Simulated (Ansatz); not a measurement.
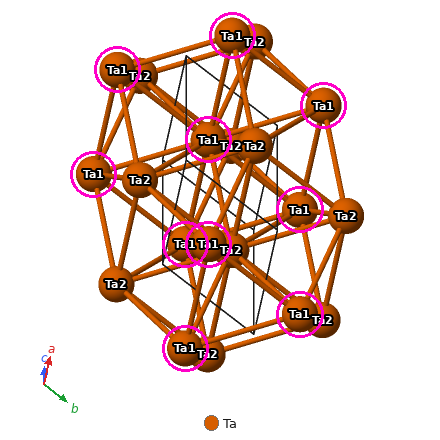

The system is Ta (P6_3/mmc, No. 194; 2 atoms in the cell); the picture shows the reference structure. 
- Atom Ta1 is moved over a plane while all other atoms and the cell stay fixed (its periodic images move with it) (x along [1 0 0], y along [1 2 0], z along [0 0 1] of the conventional cell).
- Coordinates scanned: (1) shift of Ta1 along y; (2) shift of Ta1 along z.
- Grid: 5 × 5 points; 15 points were computed and 10 follow by symmetry.
- All energies are given in eV per cell relative to the undisplaced cell.
- The reference cell is the one listed in the database, not relaxed at this level.
- Level of theory: Ansatz 0.2.0, DFT PBEsol, scalar-relativistic, plane waves, PAW. Settings: cutoff 420 eV, k-mesh 18×18×10 in the order of the run's cell vectors, gaussian smearing 0.15 eV, no spin polarisation.

Its coordinates:

```
CELL_PARAMETERS angstrom
2.90037 0.00000 0.00000
-1.45019 2.51180 0.00000
0.00000 0.00000 5.16627
ATOMIC_POSITIONS crystal
Ta 0.66667 0.33333 0.75000
Ta 0.33333 0.66667 0.25000
```

Range: shift of Ta1 along y from −0.450 to 0.450 Å; shift of Ta1 along z from −0.450 to 0.450 Å.

Predict the map.

The lowest grid point is at shift of Ta1 along y = 0.450 Å, shift of Ta1 along z = 0.000 Å, −0.15 eV from the undisplaced cell. It lies at the edge of the scanned range, so the true minimum may lie outside. The reference structure, at shift of Ta1 along y = 0.000 Å, shift of Ta1 along z = 0.000 Å, is a saddle of this map. A higher local minimum lies near shift of Ta1 along y = −0.225 Å, shift of Ta1 along z = 0.000 Å (0.13 eV above the lowest at that grid point). The highest grid point, shift of Ta1 along y = −0.450 Å, shift of Ta1 along z = −0.450 Å, lies 1.15 eV above the lowest.

```
shift of Ta1 along z ↓, shift of Ta1 along y →  −0.450  −0.225  0.000  0.225  0.450
                                         0.450    1.01    0.95   0.99   0.90   0.70
                                         0.225    0.27    0.24   0.26   0.21   0.07
                                         0.000    0.01   −0.02   0.00  −0.04  −0.15
                                        −0.225    0.27    0.24   0.26   0.21   0.07
                                        −0.450    1.01    0.95   0.99   0.90   0.70
```

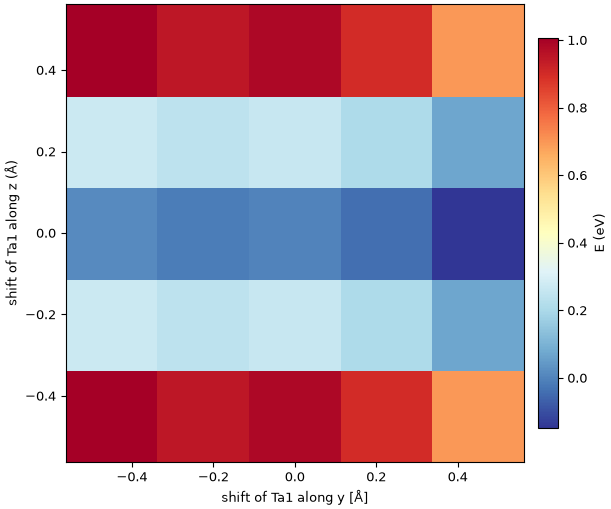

In the figure: one coloured cell a grid point.
